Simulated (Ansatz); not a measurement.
```xyz
4
Lattice="0.0000 2.6672 2.6672 2.6672 0.0000 2.6672 5.3344 5.3344 0.0000" Properties=species:S:1:pos:R:3 pbc="T T T"
Mo    0.0000    0.0000    0.0000
S     1.3336    1.3336    1.3336
Mo    2.6672    2.6672    0.0000
S     4.0008    4.0008    1.3336
```

Space group F-43m; started from the zinc blende prototype, which need not be the ambient phase; the program warned that a starting moment wasn't kept; spin-polarised, but the moments vanished.

All numbers below come from Ansatz 0.2.0, DFT PBE, scalar-relativistic, plane waves, PAW.

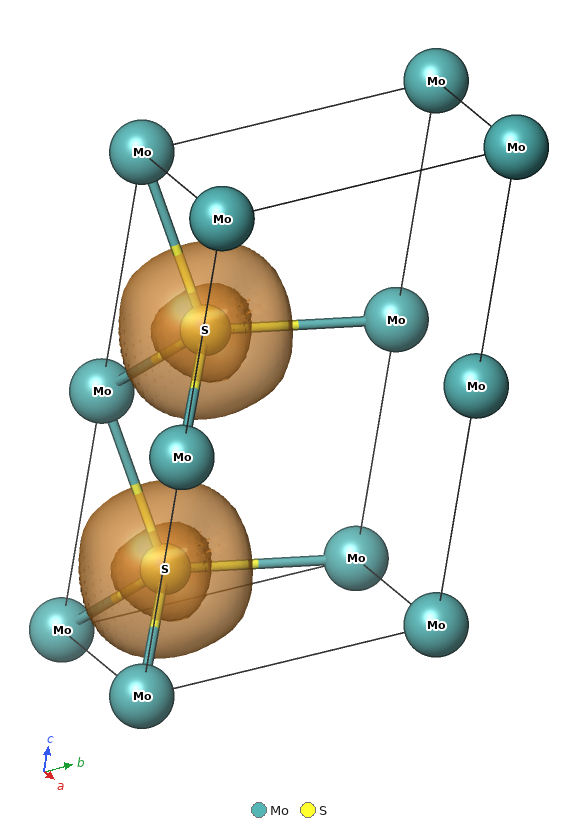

MoS. Isosurface of the electron localisation function at 0.7 (orange), seen slightly off an axis. Core shells and regions of very low density are left out. Sticks mark near contacts.

Core electrons are frozen (PAW), and the valence fields are smoothed inside the atomic spheres.

**What do the ELF domains correspond to?**

At this value the surface marks out two regions wrapped around S (the valence shell of each), counted in one cell of 4 atoms. Regions shared between cells count once. Along the contacts the grid gives the following. Mo–S (2.31 Å): the ELF peaks at about 0.85 in the valence shell of S, 0.8 Å from its nucleus, and is about 0.40 at the midpoint.
